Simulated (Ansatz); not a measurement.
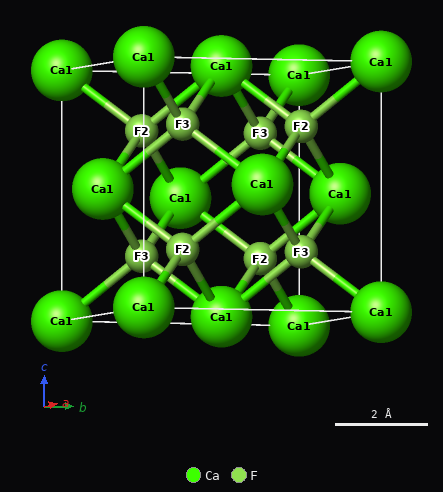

*The input geometry (ball-and-stick view of the cell 4 times as large as that of the calculation, set on its symmetry axes, seen at an oblique angle; atoms are numbered from 1 in the order of the input).*

Near neighbours in the crystal (not all of them lie inside the picture): Ca has 8 F at 2.39 Å; F has 4 Ca at 2.39 Å.

**Geometry relaxation of CaF$_{2}$**

CaF$_{2}$ (3 atoms in the cell), computed with DFT, PBEsol, PAW with Ansatz's default frozen-core files, scalar-relativistic, no spin polarisation (Ansatz 0.2.0).

The structure derives from a Materials Project entry. It belongs to a series of runs on one base structure; here: atoms relaxed at 1 of the volume. Figures and captions count atoms from 1; the log counts them from 0 in places.

Input file
```yaml
crystal:
  lattice:
    - [0.0, 2.7580259682, 2.7580259682]
    - [2.7580259682, 0.0, 2.7580259682]
    - [2.7580259682, 2.7580259682, 0.0]
  atoms:
    - { symbol: Ca, position: [0.0, 0.0, 0.0] }
    - { symbol: F, position: [0.75, 0.75, 0.75] }
    - { symbol: F, position: [0.25, 0.25, 0.25] }
kpoints:
  mp_grid: { grid: [9, 9, 9] }
scf:
  occupations: { method: fermi_dirac, width: 0.03 }
hamiltonian:
  xc: pbesol
  pseudopotentials: { kind: paw }
output:
  forces: true
  stress: true
relax:
  f_tol: 0.01
  max_steps: 30
```

Machine: 1 thread of Arm Neoverse V1, 24 GiB of memory available, shared host.

Launched with:
```bash
ansatz run input.yaml --threads 1 --pin off --max-ram 3072MiB --backend cpu --events-out ev --progress --plain --runs-dir out
```

The program's output
```
Warning: output.stress: scf.convergence.dr2_threshold = 1e-7 eV (the SCF's general default) is looser than the 3e-10 eV advised for a printed stress (1e-10 eV for each atom of the cell: 3). What an SCF threshold leaves in a stress goes as its square root, and in the free energy as the threshold itself, and one threshold admits the most on a small cell: of the crystals measured, under no hybrid functional and no lock of the moments, on runs that ended without the residual-converged pass, on stresses that held no estimate of that error, the worst erred by over 100 MPa in a component at 1e-7 eV an atom and by under 5 at 1e-10. Every solve of this run answers to scf.convergence.dr2_threshold, and the tensor of one is reported: a single SCF on the reported geometry and on this run's grids (its basis.xc_grid and basis.ecutrho_ratio typed), with scf.convergence.dr2_threshold at 3e-10 eV or tighter, prints it and tightens no other solve. Else set scf.convergence.dr2_threshold to 3e-10 eV or tighter. The threshold is an SCF's pass mark: one that does not reach it within its budget of iterations ends unconverged, or closes short of it on a stop that the run arms, and scf.convergence.dr2_threshold's page says what that costs each kind of run
Engine: ansatz 0.2.0, aarch64-unknown-linux-gnu
Pseudopotentials: kind: paw
Pseudopotential: Ca, paw, valence charge 10, recommended cutoff 420 eV (normal), Ca.paw.azcp
Pseudopotential: F, paw, valence charge 7, recommended cutoff 420 eV (normal), F.paw.azcp
Functional definition: PBEsol
  exchange = pbesol_x
  correlation = pbesol_c
Crystal: 3 atoms, lattice volume = 41.959 Å³
Basis set: ecut = 420 eV, 869 PW (Γ), exchange–correlation on 54×54×54 points (8 copies of the dense FFT grid, shifted against one another)
Bands: 16, of which v1, the nominal top of the filled ones, is band 12 counted from 1 (11 counted from 0)
Symmetry: 48 space group operations
Space group: Fm-3m (ITA 225), of the structure as read, at distance tolerance 3.5e-5 Å
k-points: 35 of 729
Non-local potential: Ca, projectors of the file, l = 0: 3, l = 1: 2, l = 2: 2
Non-local potential: F, projectors of the file, l = 0: 2, l = 1: 2, l = 2: 1
PAW form: soft (Blöchl's): semilocal exchange-correlation on the pseudo side does not see the compensation charge
PAW frozen core: Ca, regenerated for the run's functional, and the local potential with it (the file was generated under x = pbe(κ = 0.804, μ = 0.2195149727645171), c = pbe(β = 0.06672455060314922))
PAW frozen core: F, regenerated for the run's functional, and the local potential with it (the file was generated under x = pbe(κ = 0.804, μ = 0.2195149727645171), c = pbe(β = 0.06672455060314922))
PAW one-centre angular grid: Ca, 110 points (default); XC on 64 Gauss nodes
PAW one-centre angular grid: F, 110 points (default); XC on 64 Gauss nodes
Initial density: superposition of atomic densities (neutral atoms: chi_scale 0, normalization atom), corrected by the library's trained network
Initial wavefunctions: pseudopotential atomic-orbital guess
Functional: x = pbesol(κ = 0.804, μ = 0.12345679012345678), c = pbesol(β = 0.046)
SCF iter   1: F=—  HF=-3400.874631 eV  |F-HF|=—  |Δ(HF+E_count)|=         —  Δρ=1.36e-2  dr2=4.89e-2  ethr=1.77e-3  ⟨swp⟩=6.8  Hψ=3492  notcnv=0
preconditioner: auto → none  [insulator: Δε(μ)=6.791 eV  Ē_g=18.061 eV  σ=0.030 eV  W_gap=1.00  n_scr=14 (ndim 8)  ℏωp=26.9 eV  f_vac=0.129  D(μ)=0.00/eV (n_scr^D=0)  ε∞_Penn≈3.2]
SCF iter   2: F=—  HF=-3400.861985 eV  |F-HF|=—  |Δ(HF+E_count)|=   1.26e-2  Δρ=6.26e-3  dr2=9.13e-3  ethr=2.04e-4  ⟨swp⟩=2.0  Hψ=1364  notcnv=0
SCF iter   3: F=—  HF=-3400.859227 eV  |F-HF|=—  |Δ(HF+E_count)|=   2.76e-3  Δρ=7.33e-4  dr2=1.53e-4  ethr=3.81e-5  ⟨swp⟩=2.1  Hψ=951  notcnv=0
SCF iter   4: F=—  HF=-3400.859247 eV  |F-HF|=—  |Δ(HF+E_count)|=   2.03e-5  Δρ=2.50e-4  dr2=7.44e-6  ethr=6.38e-7  ⟨swp⟩=2.2  Hψ=924  notcnv=0
SCF iter   5: F=—  HF=-3400.859082 eV  |F-HF|=—  |Δ(HF+E_count)|=   1.65e-4  Δρ=4.41e-5  dr2=5.95e-7  ethr=3.10e-8  ⟨swp⟩=2.0  Hψ=909  notcnv=0
SCF iter   6: F=-3400.859082 eV  HF=-3400.859082 eV  |F-HF|=3.87e-10  |Δ(HF+E_count)|=   1.75e-8  Δρ=6.08e-6  dr2=9.11e-9  ethr=4.17e-10  ⟨swp⟩=4.0  Hψ=1846  notcnv=0
SCF 1 converged in 6 iterations: F = -3400.859082 eV  dr2 = 9.11e-9
  greatest PAW one-centre occupation: 0.996 electrons in one spin orbital (limit 2), on the Ca atom at site 0 (counted from 0), in its partial waves of l = 0
relax step   1: F+E_penalty+E_count = -3400.85908220 eV  Δ(F+E_penalty+E_count) = +0.000e0 eV  max|allowed force component| = 1.927e-18 eV/Å  Δτ_max = 0.0000 Å  (6 SCF iters, accepted)
SCF converged after 6 iterations
Free energy (F): -3400.859082 eV
Harris-Foulkes:  -3400.859082 eV  (|F-HF|=3.87e-10)
Internal energy: -3400.859082 eV  (E = F + TS)
E sigma→0 (E₀):  -3400.859082 eV
Fermi energy:    6.442420 eV
--- Per-component energies (eV) ---
  E_band       = -194.901239
  E_kinetic    = 690.804308
  E_local      = -1809.432200  (includes V_loc(G=0)·N_el)
  E_nonlocal   = 211.691833
  E_hartree    = 641.537709
  E_xc         = -294.269357
  E_vxc        = -374.689421  (∫ρ·V_xc dr)
  E_paw        = -1224.014340  (= ΣΔE_a)
  E_vpaw       = -196.357811  (= ΣTr[D̂ρ^β])
  E_aug_tail   = 0.004012  (compensation charges beyond the density's cutoff)
  E_ewald      = -1617.384728
  E_core_change = 0.203680  (= ΣΔE_core)
  E_smearing   = -0.000000  (= −TS)
  E_closure    = 0.000000  (closes the sum)
  Σ components = -3400.859082   (vs F -3400.859082, Δ=0.00e0)
--- Forces (eV/Å), atoms counted from 1 ---
  atom   1  Ca    -0.00000000     0.00000000     0.00000000
  atom   2  F      0.00000000     0.00000000     0.00000000
  atom   3  F     -0.00000000     0.00000000     0.00000000
  max |Σ_I F_I| component: 4.63e-18 eV/Å
--- Stress (GPa, compression-positive) ---
       -4.022219       0.000000       0.000000
        0.000000      -4.022219      -0.000000
        0.000000       0.000000      -4.022219
  P = ⅓ Tr σ = -4.0222 GPa (-40.222 kbar)
--- Relaxed structure (1 steps of the walk, 1 accepted, 0 SCFs on fresh bases) ---
  F+E_penalty+E_count = -3400.85908220 eV   max|allowed force component| = 1.927e-18 eV/Å
  atoms:
    - { symbol: Ca, position: [0.0, 0.0, 0.0] }
    - { symbol: F, position: [0.75, 0.75, 0.75] }
    - { symbol: F, position: [0.25, 0.25, 0.25] }
```

Key numbers

| quantity | value |
| --- | --- |
| outcome | converged |
| space group (tolerance 0.01 Å) | Fm-3m (225) |
| electrons treated | 24 |
| free energy | −3400.8591 eV |
| Fermi energy | 6.442 eV |
| pressure | −4.02 GPa |
| final volume | 41.96 Å³ |
| largest force (length of the vector) | under 0.001 eV/Å |
| wall time | 1.5 s |
| peak memory | 0.29 GiB |

Notes

The input already met the tolerances, so nothing moved. The program warns: the SCF threshold is looser than advised for the printed stress.

The program warns: the SCF threshold is looser than advised for the printed stress.
